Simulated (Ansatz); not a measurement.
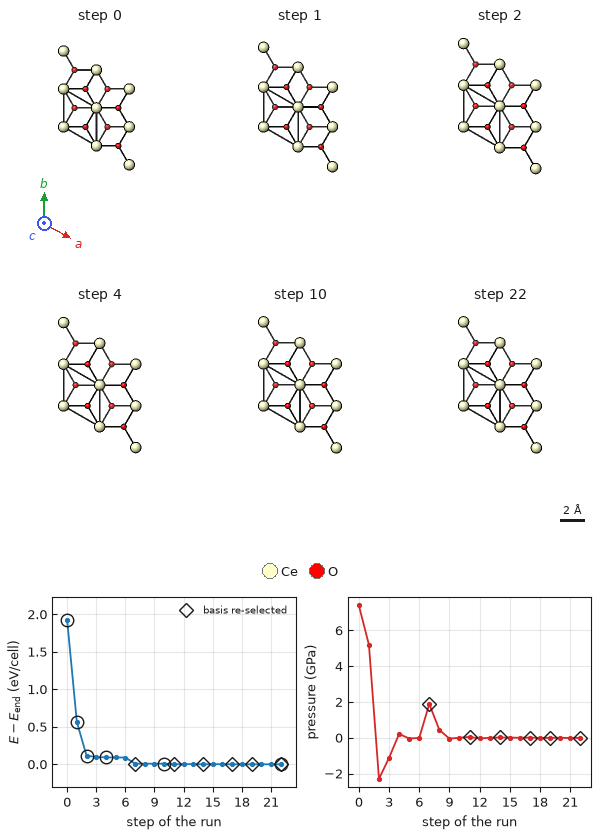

Frames of a relaxation of solid CeO2 (built on the CdI2 type), marked on the history of the run. Style: ball-and-stick. Shown: the cell of the calculation, repeated 2 × 2 × 1 with one cell outlined, along the c axis.

All numbers below come from Ansatz, DFT PBEsol, scalar-relativistic, plane waves, PAW.

Input file:
```yaml
crystal:
  lattice:
    - [3.2341347481, 0.0, 0.0]
    - [-1.6170673741, 2.8008428512, 0.0]
    - [0.0, 0.0, 5.2173305843]
  atoms:
    - { symbol: Ce, position: [0.0, 0.0, 0.0] }
    - { symbol: O, position: [0.3333333333, 0.6666666667, 0.252] }
    - { symbol: O, position: [0.6666666667, 0.3333333333, 0.748] }
basis:
  ecutwfc: 420
  ecutrho_ratio: 4
kpoints:
  mp_grid: { grid: [12, 12, 8] }
hamiltonian:
  xc: pbesol
scf:
  occupations: { method: gaussian, width: 0.05 }
output:
  forces: true
  stress: true
  eigenvalues: true
relax:
  f_tol: 0.01
  max_steps: 60
  cell: { stress_tol: 0.04 }
```

Command:
```bash
ansatz run input.yaml --threads 4 --pin off --max-ram 8192MiB --backend cpu --events-out ev --progress --plain --runs-dir out
```

Describe the path.

Answer. The largest moves relative to the cell, 0.41 Å, are those of O2 and O3. O3 goes along +c. Ce stays in place. The drawn cell changes as follows: a = b 3.234 → 3.582 Å (+10.8 %), c 5.217 → 5.147 Å (−1.4 %); the volume changes by +21.0 %. Some distances before and after: Ce1–Ce1 3.234 → 3.582 Å, Ce1–O2 2.284 → 2.252 Å. Bond angles that change, for instance: Ce1–O2–Ce1 90.2° → 105.4°, O2–Ce1–O3 89.8° → 74.6°, O2–Ce1–O2 90.2° → 105.4°. The space group stays P-3m1 (No. 164). After 16 accepted moves (22 points after the start) the energy has fallen by 1.927 eV per cell of the calculation. The largest force component goes from 2.7 to 0.00071 eV/Å. The pressure goes from 7.40 to 0.00 GPa. At 6 points the geometry stayed and the basis and grid were re-selected for the new cell (energy shift of 82.0 meV per cell of the calculation at most each time). The run took 52 s on 4 threads of Arm Neoverse V1, with other jobs on the host, peak memory 0.48 GiB. From step 0 to 1: O atoms move most (0.17 Å), volume +6.7 %, energy −1.361 eV per cell of the calculation. From step 1 to 2: O atoms move most (0.15 Å), volume +8.2 %, energy −0.450 eV per cell of the calculation. From step 2 to 4: O atoms move most (0.02 Å), volume −2.1 %, energy −23.6 meV per cell of the calculation. From step 4 to 10: O atoms move most (0.03 Å), volume +3.0 %, energy −83.8 meV per cell of the calculation. From step 10 to 22: O atoms move most (0.04 Å), volume +4.0 %, energy −9.0 meV per cell of the calculation.

Limits of the set-up: layers or molecules are held without a dispersion correction, so their spacing is unreliable; 4f states are treated without a Hubbard U.
